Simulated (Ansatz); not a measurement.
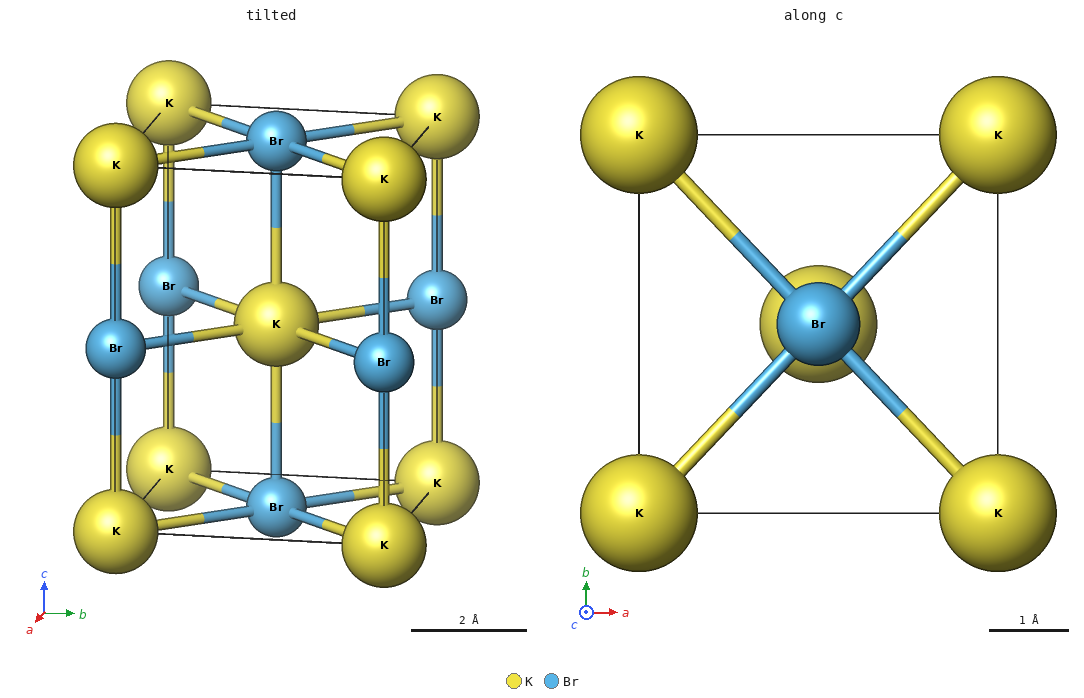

Ball-and-stick drawing of the structure, looking slightly off an axis and along the c axis. The conventional unit cell is drawn as a box.

KBr, space group Immm (No. 71), a = 4.547 Å, b = 4.793 Å, c = 6.604 Å, α = 90.00°, β = 90.00°, γ = 90.00°. The starting point was a structure type filled with these elements by a generator (whether the compound takes this form wasn't checked). The cell was then strained or its atoms displaced on purpose. It was run through Ansatz as a DFT input.

This one geometry was computed with Ansatz (DFT, plane waves, PAW) at three levels of theory: r2SCAN, HSE06 and PBE. It was relaxed with r2SCAN and then strained.

Q: How does the band gap change with the level of theory?

A: PBE: a gap of 4.36 eV, direct; r2SCAN: a gap of 5.00 eV, direct; HSE06: a gap of 5.52 eV, direct.

Q: Collect the results in a table.

A:
| level | cutoff (eV) | k-mesh of the run's cell | gap (eV) | pressure (GPa) |
| --- | --- | --- | --- | --- |
| r2SCAN | 500 | 6×6×6 | 5.00 | 0.0 |
| HSE06 | 420 | 4×4×4 | 5.52 | 0.4 |
| PBE | 420 | 6×6×6 | 4.36 | 0.7 |

Gaps are taken on the k-mesh or band path of each run.
